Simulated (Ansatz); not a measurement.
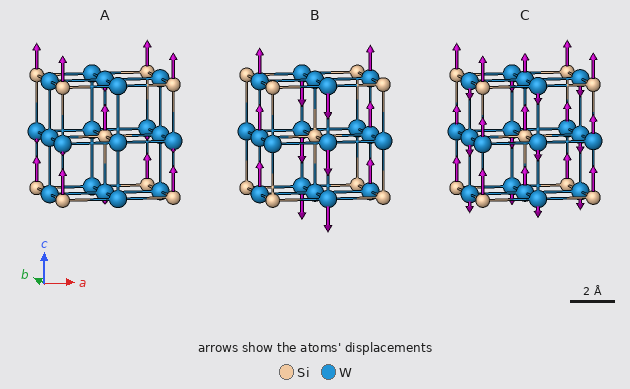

Three modes of solid SiW₃ at the zone centre of a doubled cell, in no order (one member of each degenerate set). The purple arrows are the displacements of the atoms (eigenvector over the root of the mass), of arbitrary overall length and sign. The picture is a ball-and-stick view of the conventional cell, seen slightly off an axis. Lengths and directions refer to the drawn axes.

The calculation used DFT PBE, scalar-relativistic, plane waves, PAW in Ansatz 0.2.0. Settings: plane-wave cutoff 420 eV; k-point mesh 10 × 10 × 10; occupations gaussian; smearing width 0.15 eV; no spin polarisation.

Order them from the lowest to the highest frequency (imaginary ones first).

Answer. C (159i cm⁻¹), B (86i cm⁻¹), A (249 cm⁻¹). C, triply degenerate: All motion is along c; it mainly bends the Si–W, W–W bonds; the kinetic energy is shared as W 86 %, Si 14 %. B, triply degenerate: The Si atoms stay at rest; all motion is along c; atoms of one kind move against one another, with no net shift of their sublattice; the Si–W, W–W bond lengths don't change to first order, so for these it is a bending, tilting or sliding motion. A, triply degenerate: All motion is along c; it stretches the shortest Si–W bonds (2.60 Å); the kinetic energy is shared as Si 82 %, W 18 %. Not drawn: 1 imaginary level (164i cm⁻¹), so the structure is unstable. The crystal is metallic in this run.
